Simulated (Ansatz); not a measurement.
# What a change does: single-point calculation on Cu2O

System: Cu2O (Pn-3m, 24 atoms in the cell).
Method of the first run: DFT PBE, scalar-relativistic, plane waves, PAW, no spin polarisation (Ansatz 0.2.0).

The structure derives from a Materials Project entry. Text and figures count atoms from 1; the logs count them from 0 in places.

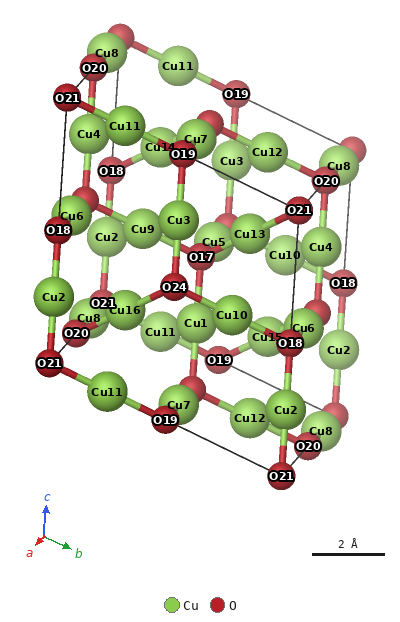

Fig. 1: The structure (ball-and-stick view of the cell of the calculation, seen slightly off an axis; atoms are numbered from 1 in the order of the input).

## The input, the first run
```yaml
crystal:
  lattice:
    - [-4.2982238188, 4.2982238188, 4.2982238188]
    - [4.2982238188, -4.2982238188, 4.2982238188]
    - [4.2982238188, 4.2982238188, -4.2982238188]
  atoms:
    - { symbol: Cu, position: [0.5, 0.5, 0.25] }
    - { symbol: Cu, position: [0.0, 0.0, 0.25] }
    - { symbol: Cu, position: [0.0, 0.5, 0.75] }
    - { symbol: Cu, position: [0.5, 0.0, 0.75] }
    - { symbol: Cu, position: [0.25, 0.5, 0.5] }
    - { symbol: Cu, position: [0.75, 0.0, 0.5] }
    - { symbol: Cu, position: [0.75, 0.5, 0.0] }
    - { symbol: Cu, position: [0.25, 0.0, 0.0] }
    - { symbol: Cu, position: [0.5, 0.25, 0.5] }
    - { symbol: Cu, position: [0.0, 0.75, 0.5] }
    - { symbol: Cu, position: [0.0, 0.25, 0.0] }
    - { symbol: Cu, position: [0.5, 0.75, 0.0] }
    - { symbol: Cu, position: [0.75, 0.75, 0.75] }
    - { symbol: Cu, position: [0.25, 0.25, 0.75] }
    - { symbol: Cu, position: [0.25, 0.75, 0.25] }
    - { symbol: Cu, position: [0.75, 0.25, 0.25] }
    - { symbol: O, position: [0.5, 0.5, 0.5] }
    - { symbol: O, position: [0.0, 0.0, 0.5] }
    - { symbol: O, position: [0.0, 0.5, 0.0] }
    - { symbol: O, position: [0.5, 0.0, 0.0] }
    - { symbol: O, position: [0.0, 0.0, 0.0] }
    - { symbol: O, position: [0.5, 0.5, 0.0] }
    - { symbol: O, position: [0.5, 0.0, 0.5] }
    - { symbol: O, position: [0.0, 0.5, 0.5] }
basis:
  ecutwfc: 420
  xc_grid: 2
kpoints:
  mp_grid: { grid: [3, 3, 3], shift: [0.0, 0.0, 0.0] }
hamiltonian:
  xc: pbe
scf:
  occupations: { method: gaussian, width: 0.02 }
output:
  forces: true
  stress: true
  eigenvalues: true
```

Launched with:
```bash
ansatz run input.yaml --threads 4 --pin off --max-ram 8192MiB --backend cpu --events-out ev --progress --plain --runs-dir out
```

Hardware: 4 threads of Intel Xeon @ 2.70GHz, 189 GiB of memory available, shared host.

## Output, shortened to warnings, some set-up lines, iterations and results (the first run)
```
Basis set: ecut = 420 eV, 6339 PW (Γ), exchange–correlation on 100×100×100 points (8 copies of the dense FFT grid, shifted against one another)
Symmetry: 192 space group operations
k-points: 4 of 27
Initial density: superposition of atomic densities (neutral atoms: chi_scale 0, normalization atom), corrected by the library's trained network
[...]
SCF iter   1: F=—  HF=-110531.959099 eV  |F-HF|=—  |Δ(HF+E_count)|=         —  Δρ=1.65e-3  dr2=4.20e-3  ethr=1.77e-3  ⟨swp⟩=6.0  Hψ=3052  notcnv=0
SCF iter   2: F=—  HF=-110531.961870 eV  |F-HF|=—  |Δ(HF+E_count)|=   2.77e-3  Δρ=7.07e-4  dr2=9.09e-4  ethr=1.19e-6  ⟨swp⟩=3.0  Hψ=1834  notcnv=0  defer=94
SCF iter   3: F=—  HF=-110531.962594 eV  |F-HF|=—  |Δ(HF+E_count)|=   7.24e-4  Δρ=8.74e-4  dr2=1.37e-3  ethr=2.58e-7  ⟨swp⟩=2.0  Hψ=1464  notcnv=0  defer=71
SCF iter   4: F=—  HF=-110531.962578 eV  |F-HF|=—  |Δ(HF+E_count)|=   1.54e-5  Δρ=1.63e-4  dr2=5.70e-5  ethr=2.58e-7  ⟨swp⟩=2.0  Hψ=1072  notcnv=0  defer=71
SCF iter   5: F=—  HF=-110531.962421 eV  |F-HF|=—  |Δ(HF+E_count)|=   1.57e-4  Δρ=9.38e-5  dr2=3.39e-5  ethr=1.62e-8  ⟨swp⟩=2.0  Hψ=1180  notcnv=0  defer=71
SCF iter   6: F=—  HF=-110531.962420 eV  |F-HF|=—  |Δ(HF+E_count)|=   1.77e-6  Δρ=6.15e-5  dr2=9.21e-6  ethr=9.62e-9  ⟨swp⟩=2.0  Hψ=1159  notcnv=0  defer=71
SCF iter   7: F=—  HF=-110531.962418 eV  |F-HF|=—  |Δ(HF+E_count)|=   1.18e-6  Δρ=2.20e-5  dr2=7.55e-7  ethr=2.62e-9  ⟨swp⟩=2.0  Hψ=1148  notcnv=0  defer=71
SCF iter   8: F=—  HF=-110531.962419 eV  |F-HF|=—  |Δ(HF+E_count)|=   3.46e-7  Δρ=1.26e-5  dr2=2.63e-7  ethr=2.15e-10  ⟨swp⟩=2.5  Hψ=1007  notcnv=0  defer=71
SCF iter   9: F=-110531.962419 eV  HF=-110531.962419 eV  |F-HF|=2.01e-8  |Δ(HF+E_count)|=   4.05e-9  Δρ=4.22e-6  dr2=3.47e-8  ethr=2.84e-11  ⟨swp⟩=6.2  Hψ=2841  notcnv=0
SCF 1 converged in 9 iterations: F = -110531.962419 eV  dr2 = 3.47e-8
SCF converged after 9 iterations
Free energy (F): -110531.962419 eV
Harris-Foulkes:  -110531.962419 eV  (|F-HF|=2.01e-8)
Internal energy: -110531.962419 eV  (E = F + TS)
E sigma→0 (E₀):  -110531.962419 eV
Fermi energy:    10.775041 eV
--- Per-component energies (eV) ---
  E_band       = -7447.342110
  E_kinetic    = 6172.326679
  E_local      = -79704.585221  (includes V_loc(G=0)·N_el)
  E_nonlocal   = 6709.142943
  E_hartree    = 34778.782928
  E_xc         = -1991.197698
  E_vxc        = -2559.314944  (∫ρ·V_xc dr)
  E_paw        = -27931.180538  (= ΣΔE_a)
  E_vpaw       = -7622.476308  (= ΣTr[D̂ρ^β])
  E_aug_tail   = 0.022126  (compensation charges beyond the density's cutoff)
  E_ewald      = -48565.273638
  E_smearing   = -0.000000  (= −TS)
  E_closure    = -0.000000  (closes the sum)
  Σ components = -110531.962419   (vs F -110531.962419, Δ=0.00e0)
--- Forces (eV/Å), atoms counted from 1 ---
  atom   1  Cu     0.00000000    -0.00000000     0.00000000
  atom   2  Cu     0.00000000    -0.00000000     0.00000000
  atom   3  Cu     0.00000000    -0.00000000     0.00000000
  atom   4  Cu     0.00000000    -0.00000000     0.00000000
  atom   5  Cu     0.00000000     0.00000000     0.00000000
  atom   6  Cu     0.00000000     0.00000000     0.00000000
  atom   7  Cu     0.00000000     0.00000000     0.00000000
  atom   8  Cu    -0.00000000    -0.00000000     0.00000000
  atom   9  Cu     0.00000000     0.00000000     0.00000000
  atom  10  Cu     0.00000000    -0.00000000     0.00000000
  atom  11  Cu     0.00000000    -0.00000000     0.00000000
  atom  12  Cu     0.00000000     0.00000000     0.00000000
  atom  13  Cu    -0.00000000     0.00000000    -0.00000000
  atom  14  Cu    -0.00000000    -0.00000000     0.00000000
  atom  15  Cu    -0.00000000    -0.00000000     0.00000000
  atom  16  Cu     0.00000000     0.00000000    -0.00000000
  atom  17  O     -0.00000000    -0.00000000    -0.00000000
  atom  18  O      0.00000000    -0.00000000     0.00000000
  atom  19  O      0.00000000    -0.00000000     0.00000000
  atom  20  O      0.00000000     0.00000000    -0.00000000
  atom  21  O      0.00000000    -0.00000000    -0.00000000
  atom  22  O     -0.00000000    -0.00000000    -0.00000000
  atom  23  O     -0.00000000    -0.00000000    -0.00000000
  atom  24  O      0.00000000    -0.00000000    -0.00000000
  max |Σ_I F_I| component: 7.99e-18 eV/Å
--- Stress (GPa, compression-positive) ---
        0.022856      -0.000000       0.000000
       -0.000000       0.022856       0.000000
        0.000000       0.000000       0.022856
  P = ⅓ Tr σ = 0.0229 GPa (0.229 kbar)
```

The input of the second run differs as follows (lines with − go, lines with + come):
```diff
+  precision: f64
+  initial_density: { chi_scale: 0.0 }
+  eigensolver: { kind: davidson }
```

What does this change do to the results?

Both reach the same energy, so the change doesn't alter the result. The SCF takes 10 iterations against 9. On the same kind of shared host the second run took about 1.6 times as long. The two runs start from different initial densities, which also moves the count.

## Output, shortened to warnings, some set-up lines, iterations and results (the second run)
```
Basis set: ecut = 420 eV, 6339 PW (Γ), exchange–correlation on 100×100×100 points (8 copies of the dense FFT grid, shifted against one another)
Symmetry: 192 space group operations
k-points: 4 of 27
Initial density: superposition of atomic densities (chi_scale 0, normalization cell)
[...]
SCF iter   1: F=—  HF=-110555.602472 eV  |F-HF|=—  |Δ(HF+E_count)|=         —  Δρ=2.32e-1  dr2=1.30e2  ethr=1.00e-1  ⟨swp⟩=7.2  Hψ=2257  notcnv=0
SCF iter   2: F=—  HF=-110536.715003 eV  |F-HF|=—  |Δ(HF+E_count)|=    1.89e1  Δρ=8.86e-2  dr2=2.48e1  ethr=3.70e-2  ⟨swp⟩=3.2  Hψ=1705  notcnv=0
SCF iter   3: F=—  HF=-110532.329784 eV  |F-HF|=—  |Δ(HF+E_count)|=    4.39e0  Δρ=3.29e-2  dr2=2.83e0  ethr=7.05e-3  ⟨swp⟩=5.2  Hψ=1937  notcnv=0
SCF iter   4: F=—  HF=-110531.973971 eV  |F-HF|=—  |Δ(HF+E_count)|=   3.56e-1  Δρ=1.18e-2  dr2=2.47e-1  ethr=7.16e-5  ⟨swp⟩=4.2  Hψ=3740  notcnv=0  defer=1
SCF iter   5: F=—  HF=-110531.975261 eV  |F-HF|=—  |Δ(HF+E_count)|=   1.29e-3  Δρ=3.22e-3  dr2=3.98e-2  ethr=7.01e-5  ⟨swp⟩=3.5  Hψ=2061  notcnv=0
SCF iter   6: F=—  HF=-110531.961945 eV  |F-HF|=—  |Δ(HF+E_count)|=   1.33e-2  Δρ=7.69e-4  dr2=1.87e-3  ethr=1.13e-5  ⟨swp⟩=3.0  Hψ=1990  notcnv=0
SCF iter   7: F=—  HF=-110531.962257 eV  |F-HF|=—  |Δ(HF+E_count)|=   3.12e-4  Δρ=2.39e-4  dr2=2.08e-4  ethr=5.32e-7  ⟨swp⟩=4.0  Hψ=1814  notcnv=0
SCF iter   8: F=—  HF=-110531.962328 eV  |F-HF|=—  |Δ(HF+E_count)|=   7.11e-5  Δρ=8.26e-5  dr2=1.75e-5  ethr=5.90e-8  ⟨swp⟩=4.0  Hψ=1881  notcnv=0
SCF iter   9: F=—  HF=-110531.962418 eV  |F-HF|=—  |Δ(HF+E_count)|=   8.98e-5  Δρ=2.71e-5  dr2=1.57e-6  ethr=4.96e-9  ⟨swp⟩=3.2  Hψ=1702  notcnv=0
SCF iter  10: F=-110531.962419 eV  HF=-110531.962419 eV  |F-HF|=2.41e-8  |Δ(HF+E_count)|=   7.41e-7  Δρ=6.71e-6  dr2=8.00e-8  ethr=4.46e-10  ⟨swp⟩=3.8  Hψ=1940  notcnv=0
SCF 1 converged in 10 iterations: F = -110531.962419 eV  dr2 = 8.00e-8
  Residual-converged pass: ⟨swp⟩=3.5  Hψ=2060  notcnv=0  max |occ|·‖R‖ = 6.1e-6 eV (tolerance 6.7e-6 eV)  dr2=7.96e-8  dr2_onsite=2.51e-8  max |Δocc| = 8.0e-68
SCF converged after 10 iterations
Free energy (F): -110531.962419 eV
Harris-Foulkes:  -110531.962419 eV  (|F-HF|=2.41e-8)
Internal energy: -110531.962419 eV  (E = F + TS)
E sigma→0 (E₀):  -110531.962419 eV
Fermi energy:    10.775091 eV
--- Per-component energies (eV) ---
  E_band       = -7447.327036
  E_kinetic    = 6172.330709
  E_local      = -79704.525628  (includes V_loc(G=0)·N_el)
  E_nonlocal   = 6709.132364
  E_hartree    = 34778.729506
  E_xc         = -1991.199642
  E_vxc        = -2559.317485  (∫ρ·V_xc dr)
  E_paw        = -27931.178216  (= ΣΔE_a)
  E_vpaw       = -7622.506305  (= ΣTr[D̂ρ^β])
  E_aug_tail   = 0.022126  (compensation charges beyond the density's cutoff)
  E_ewald      = -48565.273638
  E_smearing   = -0.000000  (= −TS)
  E_closure    = -0.000000  (closes the sum)
  Σ components = -110531.962419   (vs F -110531.962419, Δ=0.00e0)
--- Forces (eV/Å), atoms counted from 1 ---
  atom   1  Cu    -0.00000000     0.00000000     0.00000000
  atom   2  Cu     0.00000000     0.00000000    -0.00000000
  atom   3  Cu     0.00000000     0.00000000    -0.00000000
  atom   4  Cu    -0.00000000    -0.00000000     0.00000000
  atom   5  Cu     0.00000000    -0.00000000     0.00000000
  atom   6  Cu    -0.00000000     0.00000000    -0.00000000
  atom   7  Cu     0.00000000     0.00000000    -0.00000000
  atom   8  Cu    -0.00000000    -0.00000000     0.00000000
  atom   9  Cu    -0.00000000    -0.00000000     0.00000000
  atom  10  Cu    -0.00000000     0.00000000    -0.00000000
  atom  11  Cu    -0.00000000    -0.00000000    -0.00000000
  atom  12  Cu    -0.00000000    -0.00000000    -0.00000000
  atom  13  Cu    -0.00000000    -0.00000000     0.00000000
  atom  14  Cu     0.00000000    -0.00000000     0.00000000
  atom  15  Cu    -0.00000000    -0.00000000     0.00000000
  atom  16  Cu    -0.00000000     0.00000000    -0.00000000
  atom  17  O     -0.00000000     0.00000000     0.00000000
  atom  18  O     -0.00000000    -0.00000000     0.00000000
  atom  19  O      0.00000000    -0.00000000     0.00000000
  atom  20  O     -0.00000000     0.00000000     0.00000000
  atom  21  O      0.00000000    -0.00000000     0.00000000
  atom  22  O      0.00000000     0.00000000     0.00000000
  atom  23  O     -0.00000000    -0.00000000    -0.00000000
  atom  24  O      0.00000000    -0.00000000    -0.00000000
  max |Σ_I F_I| component: 1.19e-17 eV/Å
--- Stress (GPa, compression-positive) ---
        0.022480      -0.000000       0.000000
       -0.000000       0.022480       0.000000
        0.000000       0.000000       0.022480
[...]
```

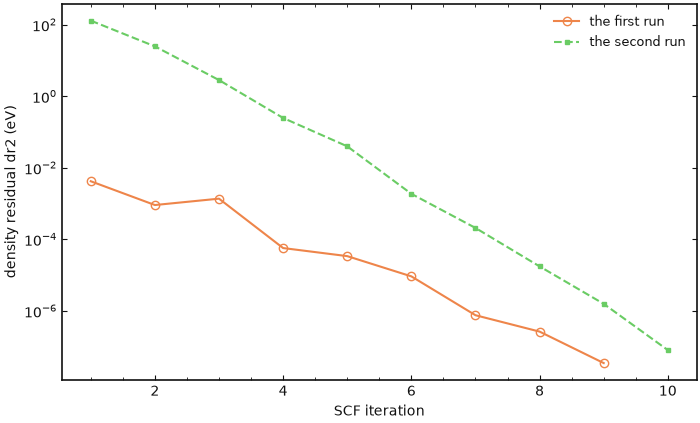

Fig. 2: Convergence of the two runs: density residual dr2 against the SCF iteration. The first run takes 9 iterations in all, and the second run takes 10.

## The two runs side by side

| quantity | the first run | the second run |
| --- | --- | --- |
| outcome | converged | converged |
| free energy per atom (eV) | −4605.4984 | −4605.4984 |
| gap on the mesh (eV) | 0.48 | 0.48 |
| pressure (GPa) | 0.02 | 0.02 |
| largest force (eV/Å) | 0.000 | 0.000 |
| SCF iterations | 9 | 10 |
| irreducible k-points | 4 | 4 |
| plane waves at Γ | 6339 | 6339 |
| wall time (shared host) | 8.2 s | 13 s |
